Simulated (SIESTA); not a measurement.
System: Rb, space group Im-3m (No. 229).

Starting cell:
```yaml
crystal:
  lattice:
    - [-2.80250, 2.80250, 2.80250]
    - [2.80250, -2.80250, 2.80250]
    - [2.80250, 2.80250, -2.80250]
  atoms:
    - { symbol: Rb, position: [0.00000, 0.00000, 0.00000] }
```

Computed with SIESTA 5.4.2: DFT in numerical atomic orbitals with pseudopotentials, no spin polarisation; energies at scaled volumes of the given cell, shape and fractions fixed, counted from the fit's minimum, third-order Birch-Murnaghan fit. Level: PBE.

- k mesh: 7×7×7
- occupations: Fermi–Dirac
- smearing width: 0.05 eV
- potentials: PseudoDojo 0.4 standard, converted to PSML, two zetas on semicore shells
- program settings: basis DZP, mesh cutoff 500 Ry

What does the calculation give for the energy and pressure against volume? The volume takes the values 82.76, 84.52, 86.28, 88.04, 89.80, 91.57, 93.33 Å³/atom.

A third-order Birch–Murnaghan fit gives V0 = 88.03 Å³/atom, B0 = 3.5 GPa and B′ = 3.6. The energy is 3.80 meV/atom at volume 82.76 Å³/atom and 3.20 meV/atom at 93.33 Å³/atom; the lowest computed point is at volume 88.04 Å³/atom (0.00 meV/atom), in a single well. The pressure falls from 0.24 GPa at volume 82.76 Å³/atom to −0.18 GPa at 93.33 Å³/atom, and changes sign near 88.0 Å³/atom.

| volume (Å³/atom) | energy (meV/atom) | pressure (GPa) |
| --- | --- | --- |
| 82.76 | 3.80 | 0.24 |
| 84.52 | 1.63 | 0.15 |
| 86.28 | 0.40 | 0.08 |
| 88.04 | 0.00 | 0.00 |
| 89.80 | 0.38 | −0.07 |
| 91.57 | 1.47 | −0.13 |
| 93.33 | 3.20 | −0.18 |

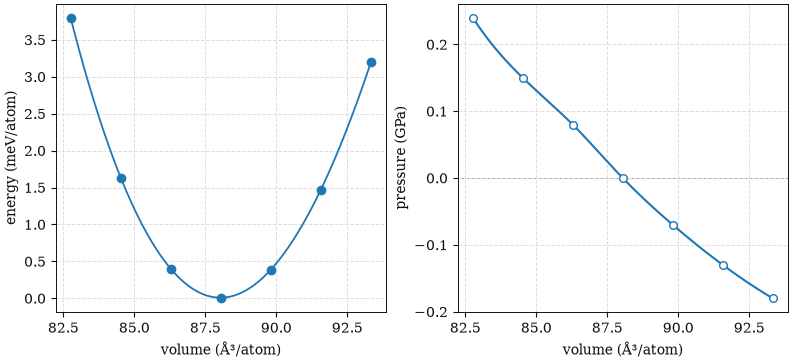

Note: mulliken charges of long orbitals.
